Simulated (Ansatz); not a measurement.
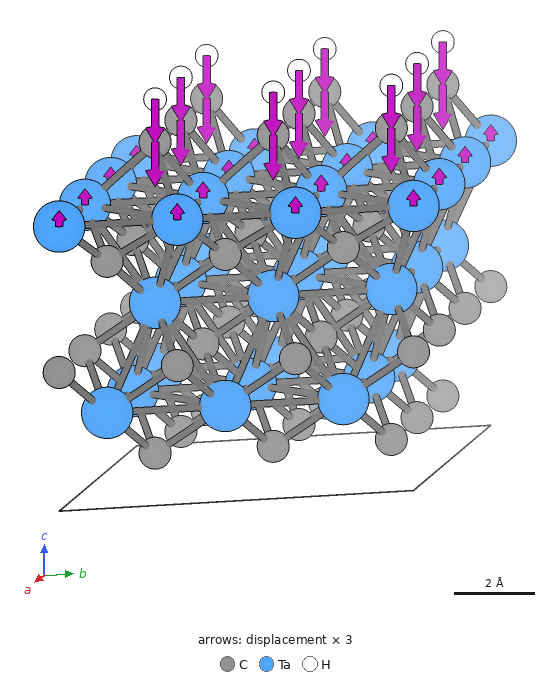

This is a constrained relaxation of a slab of composition Ta$_{3}$HC$_{4}$ (cut from the Fm-3m phase). The starting structure is drawn; purple arrows show the displacements, 3 times their true length.

A ball-and-stick model of the 3 × 3 repeat of the cell, outlined in the plane, without the vacuum, seen slightly off an axis.

Case: CH put at a hollow Ta-Ta-Ta site. The slab is the (1 1 1) face of TaC with CH on it. 3 atoms are held fixed.

The calculation used Ansatz 0.2.0, DFT PBEsol, scalar-relativistic, plane waves, PAW.

Input file:
```yaml
crystal:
  lattice:
    - [3.1393032032, 0.0, 0.0]
    - [-1.5696516016, 2.7187163241, 0.0]
    - [0.0, 0.0, 26.5080758298]
  atoms:
    - { symbol: C, position: [0.3333333333, 0.6666666667, 0.3206569973] }
    - { symbol: Ta, position: [0.6666666667, 0.3333333333, 0.3690050997] }
    - { symbol: C, position: [0.0, 0.0, 0.4173532022] }
    - { symbol: Ta, position: [0.3333333333, 0.6666666667, 0.4664262615] }
    - { symbol: C, position: [0.6666666667, 0.3333333333, 0.5158297939] }
    - { symbol: Ta, position: [0.0, 0.0, 0.558787492] }
    - { symbol: C, position: [0.3333333333, 0.6666666667, 0.6221644044] }
    - { symbol: H, position: [0.3333333333, 0.6666666667, 0.6636611923] }
basis:
  ecutwfc: 420
kpoints:
  mp_grid: { grid: [9, 9, 1] }
hamiltonian:
  xc: pbesol
scf:
  occupations: { method: gaussian, width: 0.1 }
output:
  forces: true
  eigenvalues: true
relax:
  adjacent_minimum: "off"
  f_tol: 0.03
  max_steps: 70
  constraints: [{ sites: [0, 1, 2] }]
efield:
  axis: 3
  dipole_correction: true
  ramp_width: 0.04
```

Launched with:
```bash
ansatz run input.yaml --threads 2 --pin off --max-ram 5120MiB --backend cpu --events-out ev --progress --plain --runs-dir out
```

Question: What happened in the run?

Answer: Over 5 accepted moves (6 points after the start) the energy falls by 1.077 eV per cell of the calculation. Largest force component: 4.2 eV/Å at the start, 0.0029 eV/Å at the end. 1 step only repeated the SCF at the same geometry. The largest moves, 0.39 Å, are those of C7 and H8. C7 goes along the normal (−c). By element the largest moves are C 0.39 Å, H 0.39 Å, Ta 0.14 Å. The cell stays as it was. Among the contacts that change: Ta6–C7 2.471 → 2.144 Å, Ta4–Ta6 3.046 → 3.184 Å, C5–Ta6 2.141 → 2.242 Å, Ta2–Ta4 3.155 → 3.134 Å. Bond angles that change, for instance: Ta6–C7–Ta6 78.9° → 94.1°, Ta6–C7–H8 132.8° → 122.3°, Ta6–C5–Ta6 94.3° → 88.9°. The run took 37 s on 2 threads of Arm Neoverse V1, on a shared host, peak memory 0.47 GiB.

Limits of the set-up: the periodic images lie only 3.1 Å apart, so the values are limited by the cell's size.
